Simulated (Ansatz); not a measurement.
## C: 6 runs along one coordinate

System: C (Fm-3m, 1 atom in the cell).
Method: DFT, LDA (PW92), plane waves (420 eV) with PAW, scalar-relativistic, no spin polarisation (Ansatz 0.2.0).

The 6 runs differ only in the geometry, by an even scaling of the cell at fixed fractional positions.

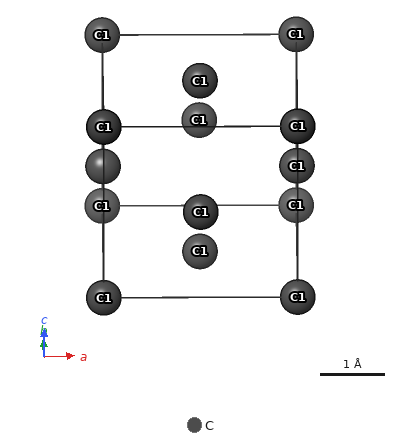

Figure 1. The structure of run 4 (ball-and-stick view of the cell 4 times as large as that of the calculation, set on its symmetry axes, seen at an oblique angle; atoms are numbered from 1 in the order of the input).

## Input of run 4
```yaml
crystal:
  lattice:
    - [0.0, 1.5280909181, 1.5280909181]
    - [1.5280909181, 0.0, 1.5280909181]
    - [1.5280909181, 1.5280909181, 0.0]
  atoms:
    - { symbol: C, position: [0.0, 0.0, 0.0] }
hamiltonian:
  xc: lda
  pseudopotentials:
    kind: paw
    azcp:
      C: "pseudopotentials/C.paw.azcp"
basis:
  ecutwfc: 420
  fft_grid_basis: typed
kpoints:
  mp_grid: { grid: [20, 20, 20], shift: [0, 0, 0] }
magnetization:
  spin_polarized: false
scf:
  occupations: { method: fermi_dirac, width: 0.1 }
  lower_state_search: "off"
output:
  stress: true
```

Run 3 differs from it as follows:
```diff
-    - [0.0, 1.5280909181, 1.5280909181]
-    - [1.5280909181, 0.0, 1.5280909181]
-    - [1.5280909181, 1.5280909181, 0.0]
+    - [0.0, 1.508243335, 1.508243335]
+    - [1.508243335, 0.0, 1.508243335]
+    - [1.508243335, 1.508243335, 0.0]
```

## Results, with one run withheld

```csv
run,volume per atom (Å³),"free energy per atom, from the lowest run given (meV)",pressure (GPa)
1,6.038,59.15,28.25
2,6.313,20.83,16.88
3,6.862,?,?
4,7.136,0.00,−6.68
5,7.411,16.23,−12.14
6,7.685,41.09,−16.72
```

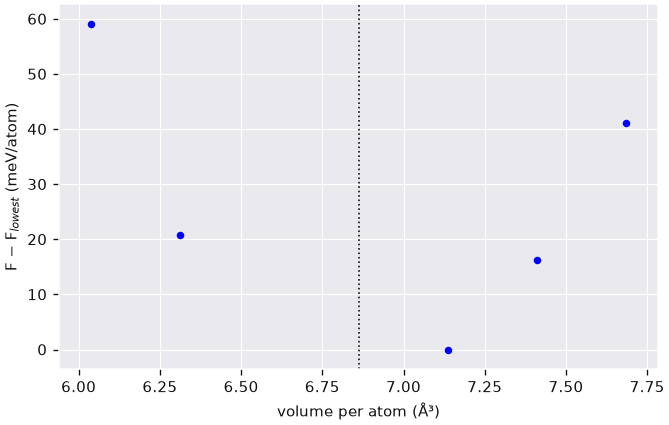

Figure 2. Free energy per atom of the runs given; the dotted line marks run 3.

What should run 3 give?

A cubic polynomial in V^(−2/3) (the Birch–Murnaghan form), fitted to the 5 runs given, misses them by at most 0.04 meV per atom. With x = V^(−2/3) − 0.27680 Å⁻², it reads F = −6.0565 − 70.473 x + 1.1185e+05 x² − 1.1435e+05 x³ (meV per atom). At run 3 it gives −6.06 meV per atom, and the run itself gives −6.06. The slope of the fit gives a pressure −dF/dV of −0.18 GPa there, and the run prints −0.16 GPa. The fit has its minimum at 6.855 Å³ per atom, where V d²F/dV² gives 178 GPa: the bulk modulus at this level, since symmetry fixes the shape and the positions.

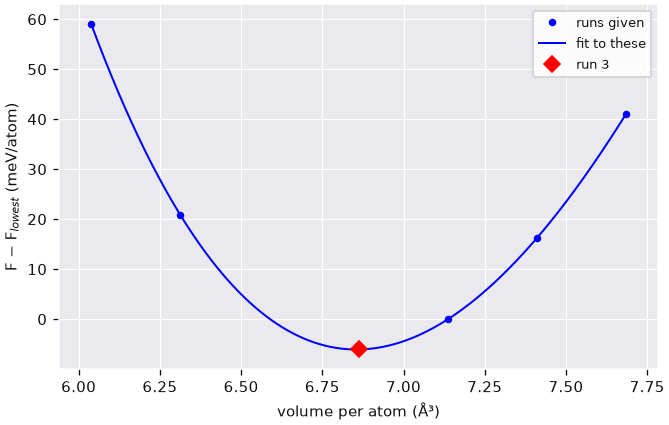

Figure 3. The fit and the withheld run.

## Output, shortened to warnings, some set-up lines, iterations and results (run 3)
```
Warning: [file] the record states the generating functional pbe (its physics header spells it `PBE`), which answers neither for hamiltonian.xc's functional nor for the lda family's — results may be inconsistent (PPs are generated against a specific XC)
Basis set: ecut = 420 eV, 137 PW (Γ)
Symmetry: 48 space group operations
k-points: 256 of 8000
Initial density: superposition of atomic densities (neutral atoms: chi_scale 0, normalization atom), corrected by the library's trained network
[...]
SCF iter   1: F=—  HF=-238.373328 eV  |F-HF|=—  |Δ(HF+E_count)|=         —  Δρ=2.44e-3  dr2=7.05e-5  ethr=1.77e-3  ⟨swp⟩=4.8  Hψ=11822  notcnv=0
SCF iter   2: F=—  HF=-238.373155 eV  |F-HF|=—  |Δ(HF+E_count)|=   1.73e-4  Δρ=1.41e-3  dr2=4.35e-5  ethr=1.76e-6  ⟨swp⟩=1.6  Hψ=3761  notcnv=0
SCF iter   3: F=—  HF=-238.373171 eV  |F-HF|=—  |Δ(HF+E_count)|=   1.55e-5  Δρ=4.24e-4  dr2=2.99e-6  ethr=1.09e-6  ⟨swp⟩=1.0  Hψ=1494  notcnv=0
SCF iter   4: F=-238.373173 eV  HF=-238.373173 eV  |F-HF|=6.34e-8  |Δ(HF+E_count)|=   2.22e-6  Δρ=8.20e-5  dr2=9.11e-8  ethr=7.46e-8  ⟨swp⟩=1.0  Hψ=1494  notcnv=0
SCF iter   5: F=-238.373173 eV  HF=-238.373173 eV  |F-HF|=2.13e-8  |Δ(HF+E_count)|=   8.70e-8  Δρ=3.11e-5  dr2=3.60e-8  ethr=2.28e-9  ⟨swp⟩=1.0  Hψ=1494  notcnv=0
SCF iter   6: F=-238.373173 eV  HF=-238.373173 eV  |F-HF|=4.54e-9  |Δ(HF+E_count)|=   1.22e-8  Δρ=1.34e-5  dr2=7.59e-9  ethr=9.00e-10  ⟨swp⟩=2.0  Hψ=4257  notcnv=0
SCF 1 converged in 6 iterations: F = -238.373173 eV  dr2 = 7.59e-9
SCF converged after 6 iterations
Free energy (F): -238.373173 eV
Harris-Foulkes:  -238.373173 eV  (|F-HF|=4.54e-9)
Internal energy: -238.360208 eV  (E = F + TS)
E sigma→0 (E₀):  -238.366691 eV
Entropy (-TS):   -0.012965 eV (-12.965 meV/atom)
Fermi energy:    11.238828 eV
--- Per-component energies (eV) ---
  E_band       = 15.448253
  E_kinetic    = 78.648990
  E_local      = -40.834366  (includes V_loc(G=0)·N_el)
  E_nonlocal   = 29.504842
  E_hartree    = 5.091382
  E_xc         = -46.282854
  E_vxc        = -57.402324  (∫ρ·V_xc dr)
  E_paw        = -89.458896  (= ΣΔE_a)
  E_vpaw       = -4.651328  (= ΣTr[D̂ρ^β])
  E_aug_tail   = 0.000002  (compensation charges beyond the density's cutoff)
  E_ewald      = -175.092140
  E_core_change = 0.062833  (= ΣΔE_core)
  E_smearing   = -0.012965  (= −TS)
  E_closure    = 0.000000  (closes the sum)
  Σ components = -238.373173   (vs F -238.373173, Δ=0.00e0)
--- Stress (GPa, compression-positive) ---
       -0.162326       0.000000      -0.000000
       -0.000000      -0.162326       0.000000
        0.000000       0.000000      -0.162326
  P = ⅓ Tr σ = -0.1623 GPa (-1.623 kbar)
```

The program warns: the PAW datasets were made with another functional.
